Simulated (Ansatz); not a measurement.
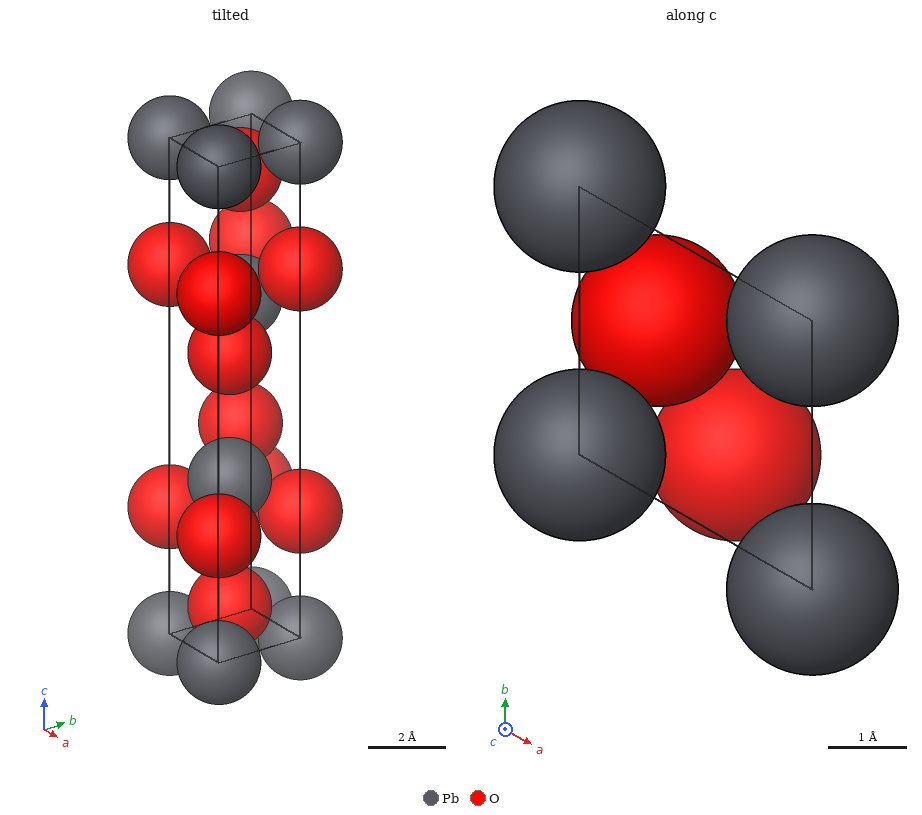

Space-filling representation of a periodic structure, projected slightly off an axis and along the c axis. The lines enclose the conventional unit cell; boundary atoms appear with their images. Cell: a = 3.45 Å, b = 3.45 Å, c = 13.34 Å, α = 90.00°, β = 90.00°, γ = 120.00°.

The structure comes from a structure type filled with these elements by a generator (whether the compound takes this form wasn't checked). Earlier steps of the study, as a rule a relaxation of our own, may have changed the cell and positions, so they can lie some per cent off the listed ones. It was run through Ansatz as a DFT input.

What is this?

Answer. Chemical formula PbO2. Space group: R-3m (No. 166). Lattice: rhombohedral (trigonal R). One cell contains 3 Pb, 6 O, 9 atoms in all. The Pb atoms are each bonded to six O in a distorted octahedral arrangement at about 2.2 Å. The coordination shell of O holds three Pb in a trigonal pyramidal arrangement at about 2.2 Å.

Setup: Ansatz 0.2.0, DFT PBE, scalar-relativistic, plane waves, PAW; a basis cut at 420 eV, k-points about 0.18 Å⁻¹ apart, Gaussian smearing of 0.05 eV, no spin polarisation.

How large a gap does the method give, if there is one?

Answer. A semiconductor at this level, with a gap of 0.13 eV, indirect.

Give the Bader charge of each element.

Answer. Pb +1.96 e; O -0.98 e.

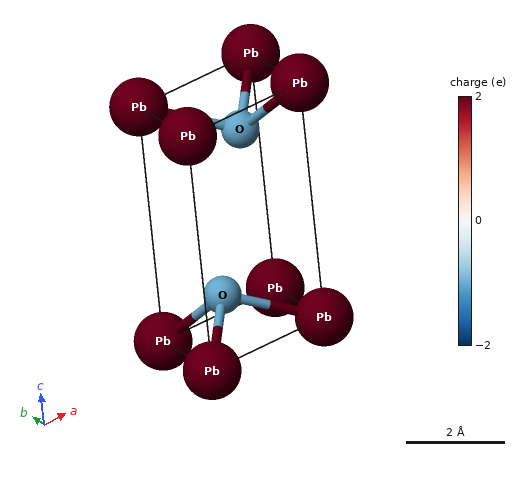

The atoms coloured by those charges. The run's cell of 3 atoms is drawn in a reduced setting, so axes and origin can differ from the first picture.

Are forces and stress small enough to call this relaxed?

Answer. Yes. All forces vanish to within 0.01 eV/Å. The pressure is 0.0 GPa, close to zero.
